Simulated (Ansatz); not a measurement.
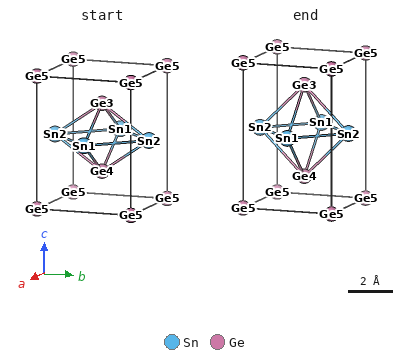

The structure of a crystal of Sn$_{2}$Ge$_{3}$ (a generated structure, set up in P4/mmm) (coarse preliminary run) before (left) and after (right) a relaxation, at one scale.

The picture is a ball-and-stick view of the cell of the calculation, seen slightly off an axis.

Method: DFT PBE, scalar-relativistic, plane waves, PAW (Ansatz 0.2.0).

The input:
```yaml
crystal:
  lattice:
    - [4.58865549, 0.0, 0.0]
    - [0.0, 4.58865549, 0.0]
    - [0.0, 0.0, 6.1565575]
  atoms:
    - { symbol: Sn, position: [0.0, 0.5, 0.5] }
    - { symbol: Sn, position: [0.5, 0.0, 0.5] }
    - { symbol: Ge, position: [0.5, 0.5, 0.75525167] }
    - { symbol: Ge, position: [0.5, 0.5, 0.24474833] }
    - { symbol: Ge, position: [0.0, 0.0, 0.0] }
basis:
  ecutwfc: 420
kpoints:
  mp_grid: { grid: [4, 4, 4] }
hamiltonian:
  xc: pbe
scf:
  occupations: { method: gaussian, width: 0.1 }
  lower_state_search: "off"
output:
  forces: true
  stress: true
  eigenvalues: true
relax:
  adjacent_minimum: "off"
  f_tol: 0.04
  max_steps: 70
  cell: { stress_tol: 0.4 }
```

Run as
```bash
ansatz run input.yaml --threads 1 --pin off --max-ram 2560MiB --backend cpu --events-out ev --progress --plain --runs-dir out
```

Q: What changed between the two?

A: The largest moves relative to the cell, 0.41 Å, are those of Ge3 and Ge4. Ge3 goes along +c. Sn stays in place. The volume changes by −3.2 %, with a = b 4.589 → 4.320 Å (−5.9 %), c 6.157 → 6.724 Å (+9.2 %). Among the contacts that change: Ge3–Ge4 3.014 → 2.480 Å, Sn1–Ge3 2.781 → 3.028 Å, Sn1–Sn2 3.245 → 3.055 Å. Among the angles between lasting bonds that change: Sn1–Ge3–Sn1 111.2° → 91.0°, Sn1–Ge3–Sn2 71.4° → 60.6°. The space group stays P4/mmm (No. 123). The energy falls by 234 meV per atom in 6 accepted moves (8 points after the start). The largest force component goes from 2.9 to 0.0061 eV/Å. The pressure goes from 2.96 to −0.13 GPa. The line search rejected the trial step at point 6 of the run. The SCF was repeated once at an unchanged geometry on a basis and grid sized afresh for the cell, which shifted the energy by 0.2 meV per atom at most. The run took 71 s on 1 thread of Arm Neoverse V1, on a shared host, peak memory 0.41 GiB.
